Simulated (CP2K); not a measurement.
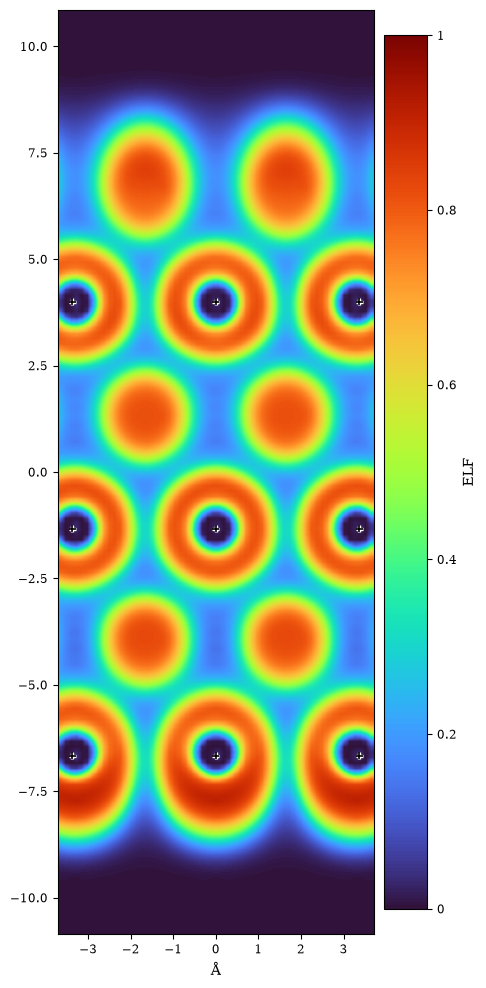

The electron localisation function on a plane through atoms (crosses mark nuclei in the plane).

Theory: Kohn-Sham DFT of a periodic cell, PBE, GTH-PBE with UZH-TZVP basis (CP2K 2026.2).

Candidates:
A. Hf (slab), a = 3.61 Å, b = 3.61 Å, c = 25.83 Å, α = 90.00°, β = 90.00°, γ = 90.00°. Not relaxed (largest force 0.9 eV/Å).
B. Sb (slab), a = 3.37 Å, b = 3.37 Å, c = 28.32 Å, α = 90.00°, β = 90.00°, γ = 120.00°. Not relaxed (largest force 0.3 eV/Å).
C. Bi2Te3, a = 4.39 Å, b = 4.39 Å, c = 30.50 Å, α = 90.00°, β = 90.00°, γ = 120.00°. Space group R-3m; computed pressure about 2 GPa in this cell.

Question: Which system is this?

Answer: Candidate B: Sb on the (010) plane of the calculation cell, a cut from vacuum to vacuum, which holds Sb. Sb–Sb (3.37 Å): the ELF is about 0.30 at the midpoint.
